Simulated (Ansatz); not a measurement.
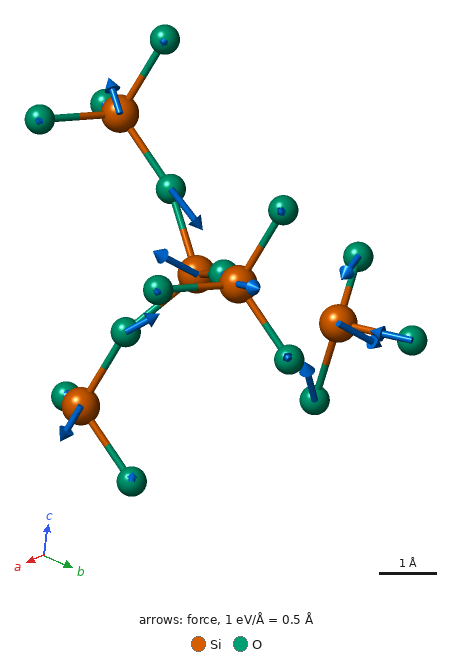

Starting geometry of a defect cell of composition Si$_{16}$O$_{31}$ (cell charge +2) with the computed forces as blue arrows. The picture is a ball-and-stick view of the atoms within 4.2 Å of the atom that moves most (axes of the cell of the calculation, reduced to other axes (origin shifted)), seen from a free direction. Lengths and directions refer to the drawn axes.

Level of theory: DFT, PBE, plane-wave PAW, default files, scalar-relativistic in Ansatz. Set-up: plane-wave cutoff 420 eV; k-point mesh 3 × 4 × 3; occupations fermi dirac; smearing width 0.01 eV; no spin polarisation; atoms relaxed in a fixed cell; force threshold 0.03 eV/Å; at most 40 steps.

Question: Is this structure relaxed? If not, where do the atoms go?

Answer: It isn't relaxed: the largest force vector, on Si atoms, is 2.17 eV/Å. The final displacements have little in common with the starting forces (cosine between the two patterns 0.24). Over 13 accepted moves (15 points after the start) the energy falls by 3.199 eV per cell of the calculation. Largest force component: 2.1 eV/Å at the start, 0.006 eV/Å at the end. 2 steps only repeated the SCF at the same geometry. The forces were under the threshold at step 10, but the run went on from there. A Si atom moves most: 0.72 Å along [1 −1 0]. Largest moves by element: Si 0.72 Å, O 0.56 Å. The cell stays as it was. Some distances before and after: O–Si 1.618 → 1.686 Å, O–Si 1.618 → 1.560 Å, O–Si 1.621 → 1.604 Å, O–Si 1.614 → 1.618 Å. Bond angles that change, for instance: Si–O–Si 170.2° → 146.0°, Si–O–Si 162.4° → 149.3°, O–Si–O 109.4° → 120.7°. The run took 39 min on 4 threads of Arm Neoverse N1, with other jobs on the host, peak memory 4.5 GiB.

Limits of the set-up: the cell is charged, on a uniform background, and energies carry no finite-size correction.
